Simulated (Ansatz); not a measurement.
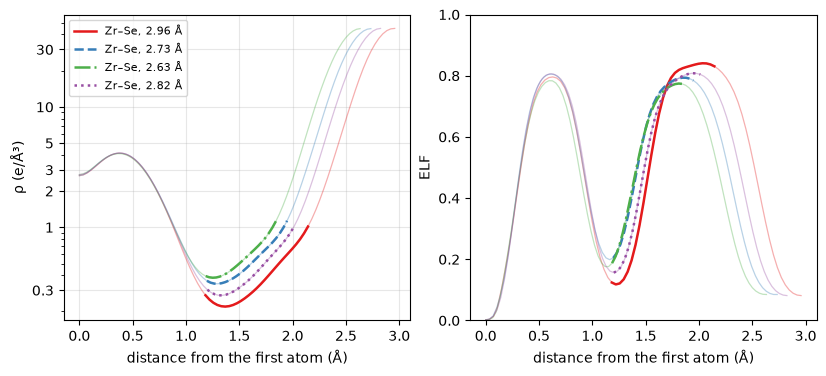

Figure. Zr₃Se₄. Valence electron density and electron localisation function along straight lines between neighbouring atoms. Thin, pale parts lie inside the atomic spheres.

Space group Amm2; a structure generated by program, which may or may not match a known phase; not relaxed (largest force 0.3 eV/Å); computed pressure about −6 GPa in this cell.

Computed with DFT LDA, scalar-relativistic, plane waves, PAW (Ansatz 0.2.0).

The density is the valence pseudo-density of a PAW calculation; it isn't the true density close to the nuclei.

What can be read from the curves?

Zr–Se (2.96 Å): ρ at the midpoint is about 0.23 e/Å³; the ELF is about 0.40 at the midpoint.
Zr–Se (2.73 Å): the density is about 0.35 e/Å³ at the midpoint; the ELF is about 0.40 at the midpoint.
Zr–Se (2.63 Å): ρ at the midpoint is about 0.39 e/Å³; the ELF is about 0.35 at the midpoint.
Zr–Se (2.82 Å): the density is about 0.28 e/Å³ at the midpoint; the ELF is about 0.35 at the midpoint.
